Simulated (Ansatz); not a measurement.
**Run report: C, geometry relaxation**

- system: C (P6₃/mmc, 4 atoms in the cell)
- method: DFT PBE, scalar-relativistic, plane waves, PAW, PAW set soft_1, no spin polarisation (Ansatz 0.2.0)

The structure derives from an entry of the Crystallography Open Database.

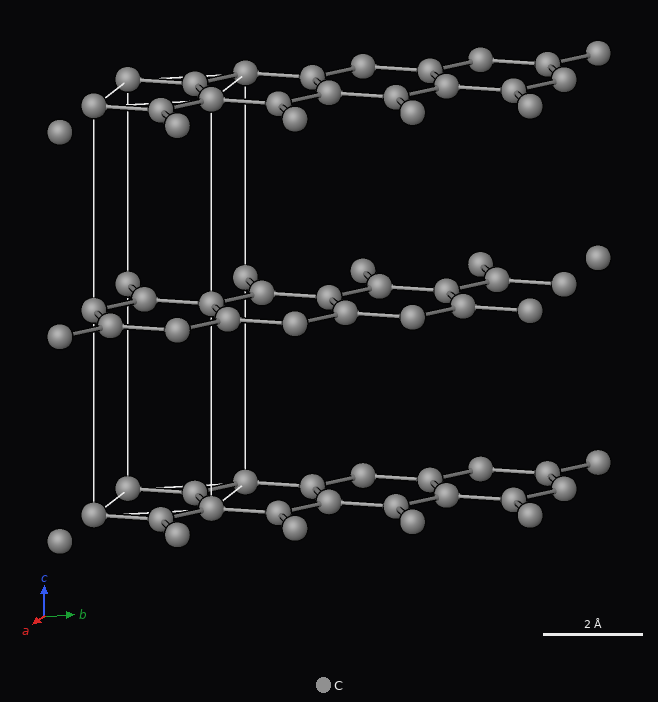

*The input geometry (ball-and-stick view of the cell of the calculation, repeated 2 × 4 × 1, seen slightly off an axis). An atom can appear more than once, as a periodic image.*

**Input file**
```yaml
crystal:
  lattice:
    - [2.4665231295, 0.0, 0.0]
    - [-1.2332615647, 2.1360716891, 0.0]
    - [0.0, 0.0, 8.5653080463]
  atoms:
    - { symbol: C, position: [0.0, 0.0, 0.0025000403] }
    - { symbol: C, position: [0.0, 0.0, 0.5025000403] }
    - { symbol: C, position: [0.3333333333, 0.6666666667, 0.0024999597] }
    - { symbol: C, position: [0.6666666667, 0.3333333333, 0.5024999597] }
basis:
  ecutwfc: 520.0
kpoints:
  mp_grid: { grid: [21, 21, 6] }
hamiltonian:
  xc: pbe
  pseudopotentials: { kind: paw, azcp: { folder: soft_1 } }
scf:
  occupations: { method: gaussian, width: 0.1 }
output:
  forces: true
  stress: true
  eigenvalues: true
  write_density: true
  write_potential: true
  elf: true
  volumetric_format: npy
relax:
  adjacent_minimum: "off"
  f_tol: 0.005
  max_steps: 80
  cell: { stress_tol: 0.05 }
```

Machine: 2 threads of Arm Neoverse N1, 98 GiB of memory available, shared host.

Command:
```bash
ansatz run input.yaml --threads 2 --pin off --max-ram 4096MiB --backend cpu --events-out ev --progress --plain --runs-dir out
```

**What the program printed**
```
Engine: ansatz 0.2.0, aarch64-unknown-linux-gnu
Pseudopotentials: kind: paw
Pseudopotential: C, paw, valence charge 4, recommended cutoff 420 eV (normal), [file]
Functional definition: PBE
  parameter kappa = 0.804
  parameter beta = 0.06672455060314922
  exchange = pbe_x(kappa = kappa, mu = beta*pi^2/3)
  correlation = pbe_c(beta = beta)
Crystal: 4 atoms, lattice volume = 45.128 Å³
Basis set: ecut = 520 eV, 1201 PW (Γ), exchange–correlation on 40×40×128 points (8 copies of the dense FFT grid, shifted against one another)
Bands: 12, of which v1, the nominal top of the filled ones, is band 8 counted from 1 (7 counted from 0)
Symmetry: 24 space group operations
Space group: P63/mmc (ITA 194), of the structure as read, at distance tolerance 3.6e-5 Å
k-points: 192 of 2646
Non-local potential: C, projectors of the file, l = 0: 2, l = 1: 2, l = 2: 1
PAW form: soft (Blöchl's): semilocal exchange-correlation on the pseudo side does not see the compensation charge
PAW one-centre angular grid: C, 110 points (default); XC on 64 Gauss nodes
Initial density: superposition of atomic densities (chi_scale 0.1, normalization cell)
Initial wavefunctions: pseudopotential atomic-orbital guess
Functional: x = pbe(κ = 0.804, μ = 0.2195149727645171), c = pbe(β = 0.06672455060314922)
SCF iter   1: F=—  HF=-1006.054603 eV  |F-HF|=—  |Δ(HF+E_count)|=         —  Δρ=1.13e-1  dr2=5.26e0  ethr=3.10e-3  ⟨swp⟩=5.6  Hψ=13919  notcnv=0
preconditioner: auto → LDOS  [metal: Δε(μ)=0.000 eV  Ē_g=16.277 eV  σ=0.100 eV  W_gap=0.00  n_scr=6 (ndim 8)  ℏωp=22.1 eV  f_vac=0.146  D(μ)=0.18/eV (n_scr^D=2)  β→1.0]
SCF iter   2: F=—  HF=-1004.177957 eV  |F-HF|=—  |Δ(HF+E_count)|=    1.88e0  Δρ=4.12e-2  dr2=8.51e-1  ethr=3.10e-3  ⟨swp⟩=3.6  Hψ=7582  notcnv=0
SCF iter   3: F=—  HF=-1003.782225 eV  |F-HF|=—  |Δ(HF+E_count)|=   3.96e-1  Δρ=2.95e-3  dr2=3.93e-3  ethr=3.10e-3  ⟨swp⟩=2.9  Hψ=6226  notcnv=0
SCF iter   4: F=—  HF=-1003.781436 eV  |F-HF|=—  |Δ(HF+E_count)|=   7.88e-4  Δρ=2.22e-3  dr2=1.92e-3  ethr=2.46e-5  ⟨swp⟩=2.1  Hψ=4227  notcnv=0
SCF iter   5: F=—  HF=-1003.780948 eV  |F-HF|=—  |Δ(HF+E_count)|=   4.89e-4  Δρ=2.57e-4  dr2=1.87e-5  ethr=1.20e-5  ⟨swp⟩=2.2  Hψ=3754  notcnv=0
SCF iter   6: F=—  HF=-1003.780974 eV  |F-HF|=—  |Δ(HF+E_count)|=   2.59e-5  Δρ=2.71e-5  dr2=2.34e-7  ethr=1.17e-7  ⟨swp⟩=2.4  Hψ=3774  notcnv=0
SCF iter   7: F=-1003.780974 eV  HF=-1003.780974 eV  |F-HF|=1.46e-10  |Δ(HF+E_count)|=   5.79e-8  Δρ=2.62e-6  dr2=2.37e-9  ethr=6.25e-10  ⟨swp⟩=10.7  Hψ=19144  notcnv=0
SCF 1 converged in 7 iterations: F = -1003.780974 eV  dr2 = 2.37e-9
  greatest PAW one-centre occupation: 0.673 electrons in one spin orbital (limit 2), on the C atom at site 1 (counted from 0), in its partial waves of l = 0
relax step   1: F+E_penalty+E_count = -1003.78097377 eV  Δ(F+E_penalty+E_count) = +0.000e0 eV  max|allowed force component| = 3.516e-16 eV/Å  Δτ_max = 0.0000 Å  P = +0.002 GPa  Ω = 45.128 Å³  (7 SCF iters, dr2 threshold 1.00e-7 eV, accepted)
Initial density: handed on by an earlier stage of this run
Initial wavefunctions: pseudopotential atomic-orbital guess (no wavefunctions were taken with the density)
iter 1 solved again at ethr=7.25e-8 eV; its pass at ethr=3.10e-3 eV (dr2=1.16e-5 eV) is discarded
SCF iter   1: F=—  HF=-1003.780951 eV  |F-HF|=—  |Δ(HF+E_count)|=         —  Δρ=2.84e-6  dr2=2.73e-9  ethr=7.25e-8  ⟨swp⟩=3.6  Hψ=20881  notcnv=0
eigensolver tolerance schedule: the retry pair's looser diagonalisation over-reported the residual by 4246.54 of it (diagonalisation noise at 0.11 of the residual, at the tolerance the schedule requests for it); recorded, not acted on — ethr = c·dr2/N_el stays at c = 1.0e-1
preconditioner: auto → LDOS  [metal: Δε(μ)=0.001 eV  Ē_g=15.299 eV  σ=0.100 eV  W_gap=0.00  n_scr=6 (ndim 8)  ℏωp=22.1 eV  f_vac=0.243  D(μ)=0.16/eV (n_scr^D=2)  β→1.0]
SCF iter   2: F=—  HF=-1003.780974 eV  |F-HF|=—  |Δ(HF+E_count)|=   2.29e-5  Δρ=1.57e-6  dr2=9.73e-10  ethr=1.71e-11  ⟨swp⟩=3.1  Hψ=4971  notcnv=0
SCF iter   3: F=—  HF=-1003.780974 eV  |F-HF|=—  |Δ(HF+E_count)|=   2.35e-9  Δρ=6.65e-7  dr2=1.55e-10  ethr=6.08e-12  ⟨swp⟩=2.0  Hψ=3831  notcnv=0
SCF iter   4: F=-1003.780974 eV  HF=-1003.780974 eV  |F-HF|=1.92e-10  |Δ(HF+E_count)|=  3.14e-10  Δρ=1.85e-7  dr2=4.35e-12  ethr=1.00e-12  ⟨swp⟩=7.1  Hψ=12472  notcnv=0
SCF 2 converged in 4 iterations: F = -1003.780974 eV  dr2 = 4.35e-12
relax step   2: F+E_penalty+E_count = -1003.78097377 eV  Δ(F+E_penalty+E_count) = -6.600e-10 eV  max|allowed force component| = 1.850e-16 eV/Å  Δτ_max = 0.0000 Å  P = +0.002 GPa  Ω = 45.128 Å³  stress off target by 3.34e-2 GPa  SCF on the basis re-selected at this cell (its energy is not comparable with the rows above)  (4 SCF iters)
```

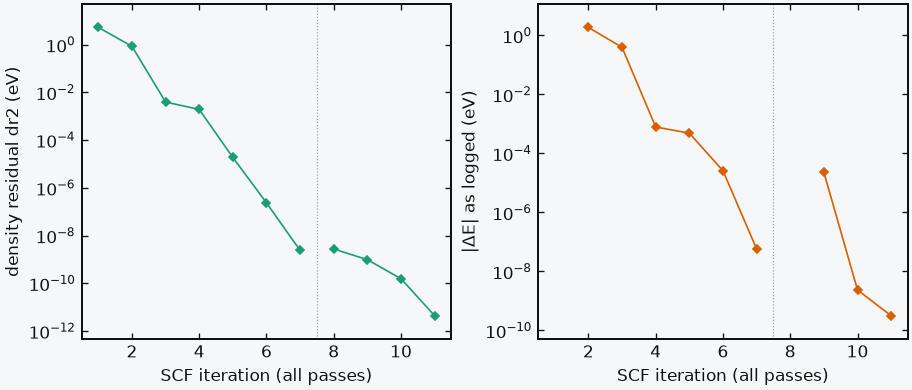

*Convergence of the self-consistent field: density residual dr2 and size of the energy change against the SCF iteration. The dotted lines part the SCF passes of the relaxation: geometry steps, rejected trials and re-solves on a re-selected basis.*

The passes take 7 and 4 iterations.

```
basis re-selected at this cell: Δ(F+E_penalty+E_count) = -6.600e-10 eV, ΔP = +0.000 GPa vs the last step (what re-selecting the basis moved, of the pressure what is left beyond the Pulay correction that the steps carried, after the strain that the cell walked since its last selection, with what the two solves' SCF thresholds leave and, on support functions, any second-order correction that the steps lacked; it is no measure of the basis error at this ecutwfc). This SCF's stress stands 3.34e-2 GPa from its target on what of the cell is left free (relax.cell.stress_tol is 5.00e-2 GPa) and its largest allowed force component is 1.85e-16 eV/Å (relax.f_tol is 5.00e-3 eV/Å): within both
SCF converged after 4 iterations
Free energy (F): -1003.780974 eV
Harris-Foulkes:  -1003.780974 eV  (|F-HF|=1.92e-10)
Internal energy: -1003.780195 eV  (E = F + TS)
E sigma→0 (E₀):  -1003.780585 eV
Entropy (-TS):   -0.000778 eV (-0.195 meV/atom)
Fermi energy:    4.577925 eV
--- Per-component energies (eV) ---
  E_band       = -73.087260
  E_kinetic    = 353.601878
  E_local      = -886.600567  (includes V_loc(G=0)·N_el)
  E_nonlocal   = 93.814277
  E_hartree    = 314.269111
  E_xc         = -187.667210
  E_vxc        = -231.065425  (∫ρ·V_xc dr)
  E_paw        = -400.406301  (= ΣΔE_a)
  E_vpaw       = -31.375664  (= ΣTr[D̂ρ^β])
  E_aug_tail   = 0.000001  (compensation charges beyond the density's cutoff)
  E_ewald      = -290.791385
  E_smearing   = -0.000778  (= −TS)
  E_closure    = -0.000000  (closes the sum)
  Σ components = -1003.780974   (vs F -1003.780974, Δ=0.00e0)
--- Forces (eV/Å), atoms counted from 1 ---
  atom   1  C      0.00000000    -0.00000000    -0.00000000
  atom   2  C     -0.00000000     0.00000000     0.00000000
  atom   3  C      0.00000000    -0.00000000     0.00000000
  atom   4  C     -0.00000000     0.00000000    -0.00000000
  max |Σ_I F_I| component: 1.48e-16 eV/Å
--- Stress (GPa, compression-positive) ---
       -0.013431       0.000000       0.000000
       -0.000000      -0.013431       0.000000
        0.000000       0.000000       0.033392
  P = ⅓ Tr σ = 0.0022 GPa (0.022 kbar)
--- Band table (eV; the first three rows and the last of 192) ---
  k-point 0: bands = ["-14.9577", "-14.9235", "-3.2674", "-2.7998", "1.5350", "1.5350", "1.5360", "1.5360", "7.6531", "10.9133", "12.9019", "12.9019"]
  k-point 1: bands = ["-14.9555", "-14.9258", "-3.2384", "-2.8337", "1.5351", "1.5351", "1.5360", "1.5360", "7.8018", "10.5217", "12.9022", "12.9022"]
  k-point 2: bands = ["-14.9492", "-14.9321", "-3.1575", "-2.9243", "1.5353", "1.5353", "1.5358", "1.5358", "8.2321", "9.7166", "12.9030", "12.9030"]
  k-point 191: bands = ["-8.0250", "-8.0250", "-8.0247", "-8.0247", "-5.9848", "-5.9848", "4.5772", "4.5772", "4.5784", "4.5784", "14.9976", "14.9976"]
--- Relaxed structure (1 steps of the walk, 1 accepted, 1 SCFs on fresh bases) ---
  F+E_penalty+E_count = -1003.78097377 eV   max|allowed force component| = 1.850e-16 eV/Å   (the final SCF, on the basis selected at the relaxed cell)
  cell:  # Å, volume = 45.1278 Å³
    - [2.4665231294602235, -2.8867532568301906e-11, 0.0]
    - [-1.2332615647051117, 2.1360716891488813, 0.0]
    - [0.0, 0.0, 8.5653080463]
  atoms:
    - { symbol: C, position: [0.0, 0.0, 0.0025000000000000005] }
    - { symbol: C, position: [0.0, 0.0, 0.5025000000000001] }
    - { symbol: C, position: [0.33333333333333337, 0.6666666666666669, 0.0025000000000000096] }
    - { symbol: C, position: [0.6666666666666667, 0.33333333333333337, 0.5025000000000001] }
```

**Trajectory as extended XYZ (Å, eV, eV/Å), 2 frames, from step=1 to step=2**
```
4
Lattice="2.4665 0.0000 0.0000 -1.2333 2.1361 0.0000 0.0000 0.0000 8.5653" Properties=species:S:1:pos:R:3:forces:R:3 step=1 energy=-1003.78097 pressure_GPa=0.00
C     0.0000    0.0000    0.0214    0.0000   0.0000   0.0000
C     0.0000    0.0000    4.3041    0.0000   0.0000   0.0000
C     0.0000    1.4240    0.0214    0.0000   0.0000   0.0000
C     1.2333    0.7120    4.3041    0.0000   0.0000   0.0000
4
Lattice="2.4665 0.0000 0.0000 -1.2333 2.1361 0.0000 0.0000 0.0000 8.5653" Properties=species:S:1:pos:R:3:forces:R:3 step=2 energy=-1003.78097 pressure_GPa=0.00
C     0.0000    0.0000    0.0214    0.0000   0.0000   0.0000
C     0.0000    0.0000    4.3041    0.0000   0.0000   0.0000
C     0.0000    1.4240    0.0214    0.0000   0.0000   0.0000
C     1.2333    0.7120    4.3041    0.0000   0.0000   0.0000
```

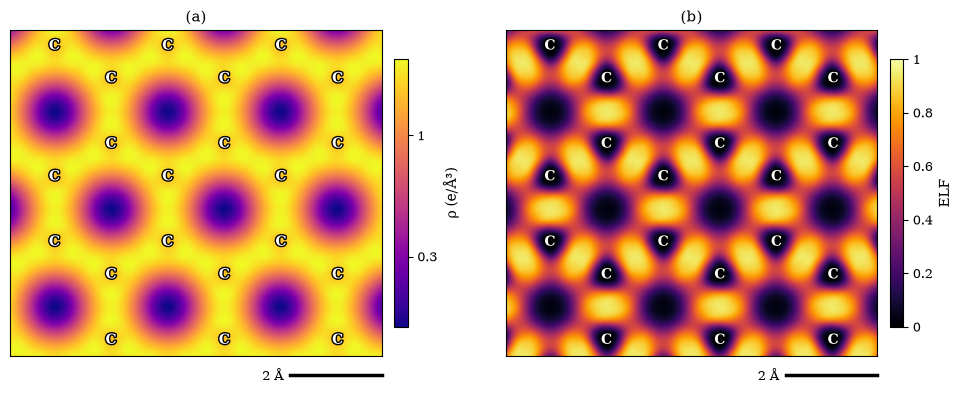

*(a) valence electron density; (b) electron localisation function on the (001) plane of the conventional cell.*

The section cuts through C sites. C–C (1.42 Å): ρ is about 2 e/Å³ halfway, a local maximum along the line; the ELF peaks at about 0.95 between the atoms (a shared electron pair). Away from the nuclei the density in this plane falls to 0.15 e/Å³ at its lowest. Core electrons are frozen (PAW), so the fields are smoothed inside the atomic spheres.

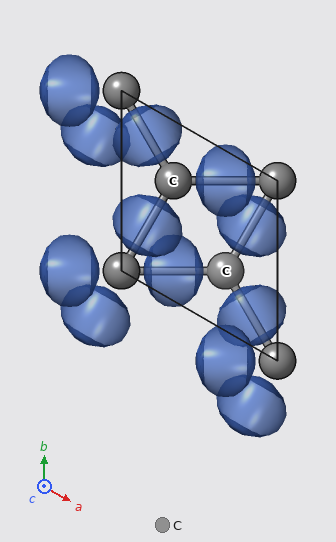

*Isosurface of the electron localisation function at 0.7 (blue), seen along the c axis. Core shells and regions of very low density are left out. Sticks mark near contacts. The outline is the cell set on symmetry axes.*

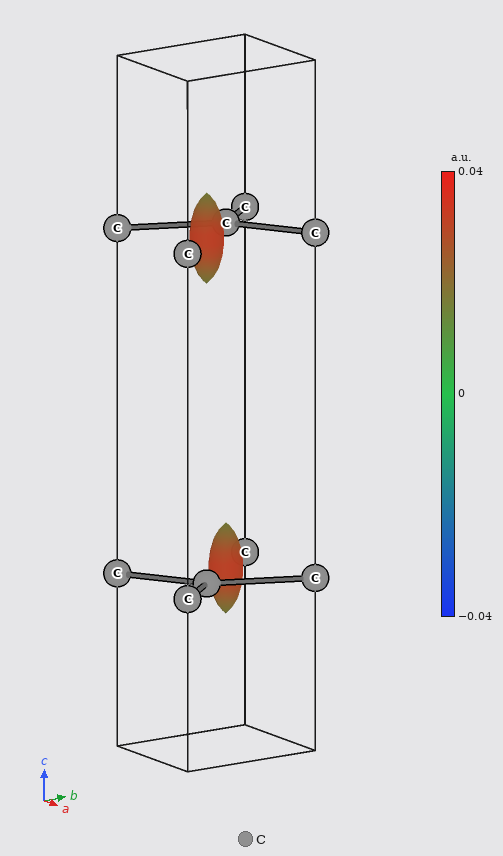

*Non-covalent interaction (NCI) plot: the surface where the reduced density gradient is 0.5, for densities under 0.05 a.u., coloured by sign(λ₂)ρ; seen slightly off an axis. The outline is the cell set on symmetry axes.*

**Summary**

- outcome: converged
- space group (tolerance 0.01 Å): P6₃/mmc (194)
- electrons treated: 16
- free energy: −1003.7810 eV
- Fermi energy: 4.578 eV
- gap on the k-point mesh: none (metallic)
- pressure: 0.00 GPa
- final volume: 45.13 Å³
- largest force (length of the vector) at the end: under 0.001 eV/Å
- final cell: a = 2.467 Å, b = 2.467 Å, c = 8.565 Å, α = 90.00°, β = 90.00°, γ = 120.00°
- wall time: 17 s (CPU time 33 s)
- peak memory: 0.42 GiB
